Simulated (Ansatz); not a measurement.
**What a change does: single-point calculation on Cu**

System: Cu (Fm-3m, 1 atom in the cell).
Method of the first run: DFT PBE, scalar-relativistic, plane waves, PAW, no spin polarisation (Ansatz 0.2.0).

Text and figures count atoms from 1; the logs count them from 0 in places.

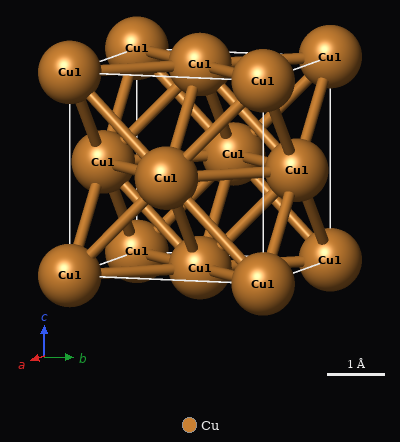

Figure 1. The input geometry (ball-and-stick view of the cell 4 times as large as that of the calculation, set on its symmetry axes, seen slightly off an axis; atoms are numbered from 1 in the order of the input). Near neighbours in the crystal (not all of them lie inside the picture): Cu has 12 Cu at 2.57 Å.

## Input file, the first run
```yaml
crystal:
  lattice:
    - [0.0, 1.8154809678, 1.8154809678]
    - [1.8154809678, 0.0, 1.8154809678]
    - [1.8154809678, 1.8154809678, 0.0]
  atoms:
    - { symbol: Cu, position: [0.0, 0.0, 0.0] }
basis:
  ecutwfc: 420
  ecutrho_ratio: 4
kpoints:
  mp_grid: { grid: [10, 10, 10] }
hamiltonian:
  xc: pbe
scf:
  occupations: { method: gaussian, width: 0.05 }
output:
  forces: true
  stress: true
  eigenvalues: true
```

Hardware: 8 threads of an x86-64 CPU, shared host.

## Output, shortened to warnings, some set-up lines, iterations and results (the first run)
```
Basis set: ecut = 420 eV, 259 PW (Γ), exchange–correlation on 36×36×36 points (8 copies of the dense FFT grid, shifted against one another)
Symmetry: 48 space group operations
k-points: 47 of 1000
Initial density: superposition of atomic densities (neutral atoms: chi_scale 0, normalization atom), corrected by the library's trained network
[...]
SCF iter   1: F=—  HF=-6625.159892 eV  |F-HF|=—  |Δ(HF+E_count)|=         —  Δρ=9.79e-4  dr2=4.73e-5  ethr=1.77e-3  ⟨swp⟩=5.6  Hψ=3325  notcnv=0
SCF iter   2: F=—  HF=-6625.160007 eV  |F-HF|=—  |Δ(HF+E_count)|=   1.15e-4  Δρ=3.71e-4  dr2=4.08e-6  ethr=2.49e-7  ⟨swp⟩=2.3  Hψ=1565  notcnv=0
SCF iter   3: F=—  HF=-6625.160020 eV  |F-HF|=—  |Δ(HF+E_count)|=   1.34e-5  Δρ=9.39e-5  dr2=2.55e-7  ethr=2.15e-8  ⟨swp⟩=2.2  Hψ=842  notcnv=0
SCF iter   4: F=-6625.160021 eV  HF=-6625.160021 eV  |F-HF|=8.36e-10  |Δ(HF+E_count)|=   9.19e-7  Δρ=5.85e-6  dr2=1.54e-9  ethr=1.34e-9  ⟨swp⟩=2.0  Hψ=846  notcnv=0
SCF iter   5: F=-6625.160021 eV  HF=-6625.160021 eV  |F-HF|=1.77e-10  |Δ(HF+E_count)|=  7.64e-11  Δρ=6.11e-7  dr2=2.19e-11  ethr=8.12e-12  ⟨swp⟩=2.1  Hψ=990  notcnv=0
SCF iter   6: F=-6625.160021 eV  HF=-6625.160021 eV  |F-HF|=1.09e-11  |Δ(HF+E_count)|=  2.82e-11  Δρ=8.72e-8  dr2=6.07e-13  ethr=1.00e-12  ⟨swp⟩=1.9  Hψ=2001  notcnv=0
SCF 1 converged in 6 iterations: F = -6625.160021 eV  dr2 = 6.07e-13
SCF converged after 6 iterations
Free energy (F): -6625.160021 eV
Harris-Foulkes:  -6625.160021 eV  (|F-HF|=1.09e-11)
Internal energy: -6625.159086 eV  (E = F + TS)
E sigma→0 (E₀):  -6625.159554 eV
Entropy (-TS):   -0.000935 eV (-0.935 meV/atom)
Fermi energy:    16.359477 eV
--- Per-component energies (eV) ---
  E_band       = -363.965633
  E_kinetic    = 299.791722
  E_local      = -4074.746564  (includes V_loc(G=0)·N_el)
  E_nonlocal   = 389.947626
  E_hartree    = 1794.277479
  E_xc         = -89.471528
  E_vxc        = -115.455181  (∫ρ·V_xc dr)
  E_paw        = -1662.995788  (= ΣΔE_a)
  E_vpaw       = -452.058501  (= ΣTr[D̂ρ^β])
  E_aug_tail   = 0.000246  (compensation charges beyond the density's cutoff)
  E_ewald      = -3281.962280
  E_smearing   = -0.000935  (= −TS)
  E_closure    = -0.000000  (closes the sum)
  Σ components = -6625.160021   (vs F -6625.160021, Δ=0.00e0)
--- Forces (eV/Å), atoms counted from 1 ---
  atom   1  Cu    -0.00000000     0.00000000    -0.00000000
  max |Σ_I F_I| component: 1.64e-31 eV/Å
--- Stress (GPa, compression-positive) ---
        0.114381       0.000000      -0.000000
        0.000000       0.114381       0.000000
        0.000000       0.000000       0.114381
  P = ⅓ Tr σ = 0.1144 GPa (1.144 kbar)
```

The input of the second run differs as follows (lines with − go, lines with + come):
```diff
-    - [0.0, 1.8154809678, 1.8154809678]
-    - [1.8154809678, 0.0, 1.8154809678]
-    - [1.8154809678, 1.8154809678, 0.0]
+    - [0.0, 1.805, 1.805]
+    - [1.805, 0.0, 1.805]
+    - [1.805, 1.805, 0.0]
```

What does this change do to the results?

With the same functional and potentials, the second run lies 1.7 meV per atom higher. The pressure goes from 0.11 to 2.63 GPa. The volume per atom goes from 11.97 to 11.76 Å³. The cell is scaled evenly with the atoms at fixed fractional positions, so −ΔP/Δ ln V estimates the bulk modulus midway between the two volumes: about 140 GPa. The number of SCF iterations is the same.

## Output, shortened to warnings, some set-up lines, iterations and results (the second run)
```
Basis set: ecut = 420 eV, 259 PW (Γ), exchange–correlation on 36×36×36 points (8 copies of the dense FFT grid, shifted against one another)
Symmetry: 48 space group operations
k-points: 47 of 1000
Initial density: superposition of atomic densities (neutral atoms: chi_scale 0, normalization atom), corrected by the library's trained network
[...]
SCF iter   1: F=—  HF=-6625.158148 eV  |F-HF|=—  |Δ(HF+E_count)|=         —  Δρ=1.00e-3  dr2=4.80e-5  ethr=1.77e-3  ⟨swp⟩=5.6  Hψ=3331  notcnv=0
SCF iter   2: F=—  HF=-6625.158272 eV  |F-HF|=—  |Δ(HF+E_count)|=   1.25e-4  Δρ=3.71e-4  dr2=3.51e-6  ethr=2.53e-7  ⟨swp⟩=2.4  Hψ=1561  notcnv=0
SCF iter   3: F=—  HF=-6625.158286 eV  |F-HF|=—  |Δ(HF+E_count)|=   1.35e-5  Δρ=1.11e-4  dr2=3.98e-7  ethr=1.85e-8  ⟨swp⟩=2.2  Hψ=851  notcnv=0
SCF iter   4: F=-6625.158287 eV  HF=-6625.158287 eV  |F-HF|=2.60e-9  |Δ(HF+E_count)|=   1.14e-6  Δρ=3.97e-6  dr2=6.09e-10  ethr=2.09e-9  ⟨swp⟩=2.0  Hψ=858  notcnv=0
SCF iter   5: F=-6625.158287 eV  HF=-6625.158287 eV  |F-HF|=2.88e-10  |Δ(HF+E_count)|=  5.70e-10  Δρ=2.30e-6  dr2=8.86e-11  ethr=3.21e-12  ⟨swp⟩=2.1  Hψ=1093  notcnv=0
SCF iter   6: F=-6625.158287 eV  HF=-6625.158287 eV  |F-HF|=3.64e-12  |Δ(HF+E_count)|=  3.65e-10  Δρ=2.12e-7  dr2=2.05e-12  ethr=1.00e-12  ⟨swp⟩=1.9  Hψ=2146  notcnv=0
SCF 1 converged in 6 iterations: F = -6625.158287 eV  dr2 = 2.05e-12
SCF converged after 6 iterations
Free energy (F): -6625.158287 eV
Harris-Foulkes:  -6625.158287 eV  (|F-HF|=3.64e-12)
Internal energy: -6625.157098 eV  (E = F + TS)
E sigma→0 (E₀):  -6625.157692 eV
Entropy (-TS):   -0.001189 eV (-1.189 meV/atom)
Fermi energy:    16.723729 eV
--- Per-component energies (eV) ---
  E_band       = -357.820911
  E_kinetic    = 300.007790
  E_local      = -4042.682477  (includes V_loc(G=0)·N_el)
  E_nonlocal   = 389.712457
  E_hartree    = 1781.194586
  E_xc         = -89.629387
  E_vxc        = -115.670794  (∫ρ·V_xc dr)
  E_paw        = -1662.740928  (= ΣΔE_a)
  E_vpaw       = -451.577452  (= ΣTr[D̂ρ^β])
  E_aug_tail   = 0.000284  (compensation charges beyond the density's cutoff)
  E_ewald      = -3301.019422
  E_smearing   = -0.001189  (= −TS)
  E_closure    = -0.000000  (closes the sum)
  Σ components = -6625.158287   (vs F -6625.158287, Δ=0.00e0)
--- Forces (eV/Å), atoms counted from 1 ---
  atom   1  Cu    -0.00000000     0.00000000     0.00000000
  max |Σ_I F_I| component: 1.23e-31 eV/Å
--- Stress (GPa, compression-positive) ---
        2.628186       0.000000      -0.000000
        0.000000       2.628186      -0.000000
        0.000000      -0.000000       2.628186
  P = ⅓ Tr σ = 2.6282 GPa (26.282 kbar)
```

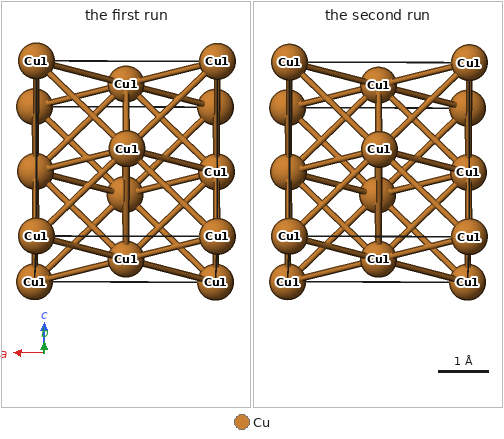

Figure 2. The two input geometries at one scale (ball-and-stick view of the cell 4 times as large as that of the calculation, set on its symmetry axes, seen at an oblique angle). The atoms keep their places relative to the cell (all moves are under 0.005 Å). Cell: a = b = c 3.631 → 3.610 Å (−0.6 %). Volume −1.7 %. Among the contacts that change: Cu1–Cu1 2.567 → 2.553 Å.

## The two runs side by side

```tsv
quantity	the first run	the second run
outcome	converged	converged
free energy per atom (eV)	−6625.1600	−6625.1583
energy per atom, smearing taken to zero (eV)	−6625.1596	−6625.1577
gap on the mesh (eV)	0.00	0.00
pressure (GPa)	0.11	2.63
volume per atom (Å³)	11.97	11.76
largest force (eV/Å)	0.000	0.000
SCF iterations	6	6
irreducible k-points	47	47
plane waves at Γ	259	259
```
